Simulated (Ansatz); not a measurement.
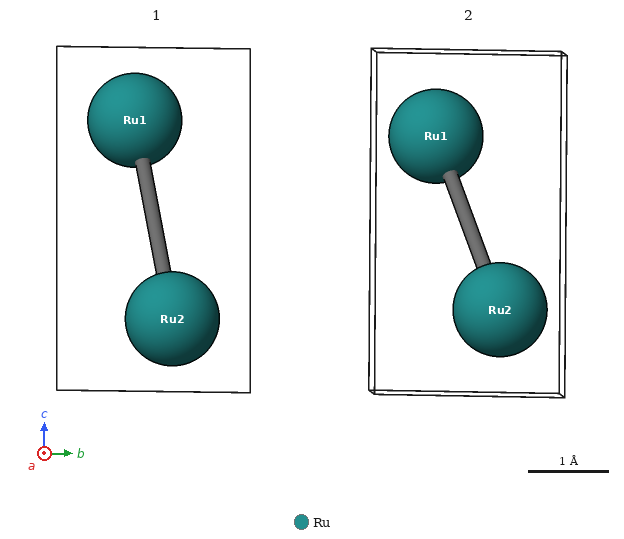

Two geometries of solid Ru (set up in P-1), drawn at one scale. One is the start of a relaxation, the other its converged end. A ball-and-stick model of the reduced cell, seen along the a axis. Lengths and directions refer to the drawn axes.

All numbers below come from DFT PBE, scalar-relativistic, plane waves, PAW in Ansatz 0.2.0. Settings: plane-wave cutoff 420 eV; k-point mesh 12 × 12 × 8; occupations gaussian; smearing width 0.15 eV; no spin polarisation; cell and atoms relaxed; force threshold 0.01 eV/Å; at most 80 steps.

Q: Which of the two is the end point?

A: Structure 2 is the relaxed one. Case: all atoms moved at random, sigma 0.4 Å for each component, cell strained at random, sigma 0.03; relaxed back. After 4 accepted moves (5 points after the start) the energy has fallen by 1.327 eV per cell of the calculation. Largest force component: 5.4 eV/Å at the start, 0.00022 eV/Å at the end. The pressure goes from 23.49 to 0.00 GPa. At 1 point the geometry stayed and the basis and grid were re-selected for the new cell (energy shift of 0.2 meV per cell of the calculation at most each time). The largest moves relative to the cell, 0.23 Å, are those of Ru1 and Ru2. Ru1 goes along [2 −3 −2]. The volume changes by −1.3 %, with a 2.659 → 2.720 Å (+2.3 %), b 2.713 → 2.720 Å (+0.3 %), c 4.322 → 4.297 Å (−0.6 %), α 89.7° → 90.0°, β 87.8° → 90.0°, γ 63.6° → 60.0°. Among the contacts that change: Ru1–Ru2 3.146 → 2.661 Å, Ru1–Ru2 (another image) 2.245 → 2.661 Å, Ru1–Ru2 (another image) 2.370 → 2.661 Å, Ru1–Ru2 (another image) 2.893 → 2.661 Å. The space group (tolerance 0.01 Å) goes from P-1 (No. 2) to P6_3/mmc (No. 194).
